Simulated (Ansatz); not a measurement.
## Energy of CsPbCl$_{3}$ along an even scaling of the cell

System: CsPbCl$_{3}$ (Pm-3m, 5 atoms in the cell).
Method: Kohn-Sham DFT of a periodic cell, BPBE, Ansatz PAW, no spin polarisation (Ansatz 0.2.0).

The 5 runs differ only in the geometry, by an even scaling of the cell at fixed fractional positions. The structure derives from an entry of the Crystallography Open Database.

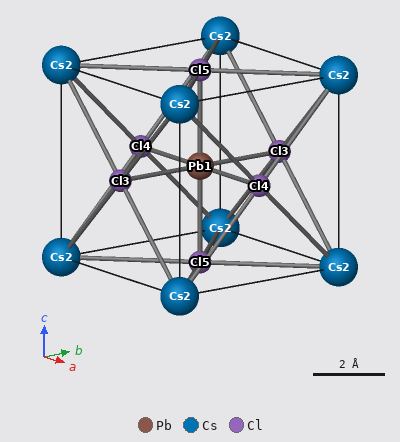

Figure 1. The structure of run 3 (ball-and-stick view of the cell of the calculation, seen at an oblique angle; atoms are numbered from 1 in the order of the input).

## Input of run 3
```yaml
crystal:
  lattice:
    - [5.6421202871, 0.0, 0.0]
    - [0.0, 5.6421202871, 0.0]
    - [0.0, 0.0, 5.6421202871]
  atoms:
    - { symbol: Pb, position: [0.5, 0.5, 0.5] }
    - { symbol: Cs, position: [0.0, 0.0, 0.0] }
    - { symbol: Cl, position: [0.5, 0.0, 0.5] }
    - { symbol: Cl, position: [0.0, 0.5, 0.5] }
    - { symbol: Cl, position: [0.5, 0.5, 0.0] }
hamiltonian:
  xc: { exchange: b88, correlation: pbe }
  pseudopotentials: { kind: paw }
kpoints:
  mp_grid: { grid: [5, 5, 5] }
scf:
  occupations: { method: fermi_dirac, width: 0.05 }
output:
  forces: true
  stress: true
  eigenvalues: true
```

Command:
```bash
ansatz run input.yaml --threads 2 --pin off --max-ram 5120MiB --backend cpu --events-out ev --progress --plain --runs-dir out
```

Run 4 differs from it as follows:
```diff
-    - [5.6421202871, 0.0, 0.0]
-    - [0.0, 5.6421202871, 0.0]
-    - [0.0, 0.0, 5.6421202871]
+    - [5.6787584584, 0.0, 0.0]
+    - [0.0, 5.6787584584, 0.0]
+    - [0.0, 0.0, 5.6787584584]
```

## Results, with one run withheld

| run | volume per atom (Å³) | free energy per atom, from the lowest run given (meV) | pressure (GPa) | gap on the mesh (eV) |
| --- | --- | --- | --- | --- |
| 1 | 33.104 | 53.96 | 4.01 | 2.81 |
| 2 | 35.217 | 15.38 | 1.95 | 2.97 |
| 3 | 35.922 | 8.03 | 1.40 | 3.01 |
| 4 | 36.626 | ? | ? | ? |
| 5 | 37.330 | 0.00 | 0.46 | 3.09 |

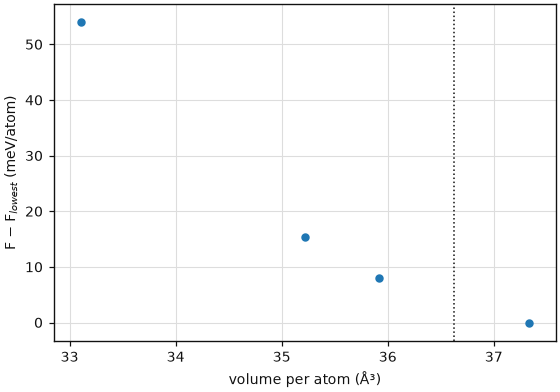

Figure 2. Free energy per atom of the runs given; the dotted line marks run 4.

Fit the runs given and predict run 4.

A quadratic polynomial in V^(−2/3) (the Birch–Murnaghan form), fitted to the 4 runs given, misses them by at most 0.02 meV per atom. With x = V^(−2/3) − 0.09286 Å⁻², it reads F = 13.942 + 6635.5 x + 7.3612e+05 x² (meV per atom). At run 4 it gives 2.95 meV per atom, and the run itself gives 2.98. The slope of the fit gives a pressure −dF/dV of 0.90 GPa there, and the run prints 0.91 GPa. The fit has no minimum inside this range. The gap on the mesh goes, without turning, from 2.81 eV in run 1 to 3.09 eV in run 5; run 4 has 3.05 eV. These are gaps of this functional on this mesh, which can miss the band edges; they aren't the measured gap.

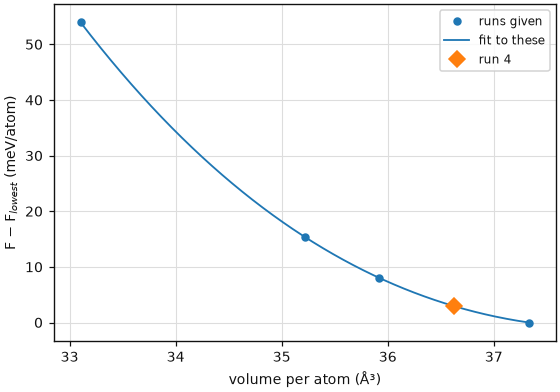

Figure 3. The fit and the withheld run.

## Output, shortened to warnings, some set-up lines, iterations and results (run 4)
```
Basis set: ecut = 420 eV, 3695 PW (Γ), exchange–correlation on 80×80×80 points (8 copies of the dense FFT grid, shifted against one another)
Symmetry: 48 space group operations
k-points: 10 of 125
Initial density: superposition of atomic densities (neutral atoms: chi_scale 0, normalization atom), corrected by the library's trained network
[...]
SCF iter   1: F=—  HF=-20901.520999 eV  |F-HF|=—  |Δ(HF+E_count)|=         —  Δρ=1.50e-3  dr2=5.96e-3  ethr=1.77e-3  ⟨swp⟩=7.3  Hψ=1385  notcnv=0
SCF iter   2: F=—  HF=-20901.518877 eV  |F-HF|=—  |Δ(HF+E_count)|=   2.12e-3  Δρ=5.20e-4  dr2=8.17e-4  ethr=1.36e-5  ⟨swp⟩=2.0  Hψ=559  notcnv=0  defer=2
SCF iter   3: F=—  HF=-20901.519106 eV  |F-HF|=—  |Δ(HF+E_count)|=   2.29e-4  Δρ=1.88e-4  dr2=1.37e-4  ethr=1.86e-6  ⟨swp⟩=2.0  Hψ=472  notcnv=0  defer=2
SCF iter   4: F=—  HF=-20901.519259 eV  |F-HF|=—  |Δ(HF+E_count)|=   1.53e-4  Δρ=5.80e-5  dr2=1.62e-5  ethr=3.11e-7  ⟨swp⟩=2.1  Hψ=387  notcnv=0  defer=2
SCF iter   5: F=—  HF=-20901.519410 eV  |F-HF|=—  |Δ(HF+E_count)|=   1.50e-4  Δρ=1.76e-5  dr2=9.67e-7  ethr=3.69e-8  ⟨swp⟩=2.0  Hψ=461  notcnv=0  defer=2
SCF iter   6: F=-20901.519416 eV  HF=-20901.519415 eV  |F-HF|=3.79e-7  |Δ(HF+E_count)|=   5.56e-6  Δρ=4.18e-6  dr2=5.77e-8  ethr=2.27e-10  ⟨swp⟩=8.9  Hψ=1625  notcnv=0
SCF 1 converged in 6 iterations: F = -20901.519416 eV  dr2 = 5.77e-8
SCF converged after 6 iterations
Free energy (F): -20901.519416 eV
Harris-Foulkes:  -20901.519415 eV  (|F-HF|=3.79e-7)
Internal energy: -20901.519416 eV  (E = F + TS)
E sigma→0 (E₀):  -20901.519416 eV
Fermi energy:    4.477492 eV
--- Per-component energies (eV) ---
  E_band       = -249.503708
  E_kinetic    = 913.115020
  E_local      = -2717.775725  (includes V_loc(G=0)·N_el)
  E_nonlocal   = 466.879848
  E_hartree    = 1029.009322
  E_xc         = -720.971426
  E_vxc        = -628.410041  (∫ρ·V_xc dr)
  E_paw        = -17522.323195  (= ΣΔE_a)
  E_vpaw       = -341.331350  (= ΣTr[D̂ρ^β])
  E_aug_tail   = 0.000326  (compensation charges beyond the density's cutoff)
  E_ewald      = -2349.284125
  E_core_change = -0.169461  (= ΣΔE_core)
  E_smearing   = -0.000000  (= −TS)
  E_closure    = -0.000000  (closes the sum)
  Σ components = -20901.519416   (vs F -20901.519416, Δ=0.00e0)
--- Forces (eV/Å), atoms counted from 1 ---
  atom   1  Pb     0.00000000    -0.00000000    -0.00000000
  atom   2  Cs    -0.00000000     0.00000000    -0.00000000
  atom   3  Cl     0.00000000     0.00000000     0.00000000
  atom   4  Cl     0.00000000    -0.00000000     0.00000000
  atom   5  Cl    -0.00000000     0.00000000     0.00000000
  max |Σ_I F_I| component: 3.82e-29 eV/Å
--- Stress (GPa, compression-positive) ---
        0.905159       0.000000       0.000000
        0.000000       0.905159       0.000000
        0.000000       0.000000       0.905159
  P = ⅓ Tr σ = 0.9052 GPa (9.052 kbar)
```

Notes: Points of doubt noted for this run: forces on files of another functional. Spin–orbit coupling is left out, which matters for Pb.
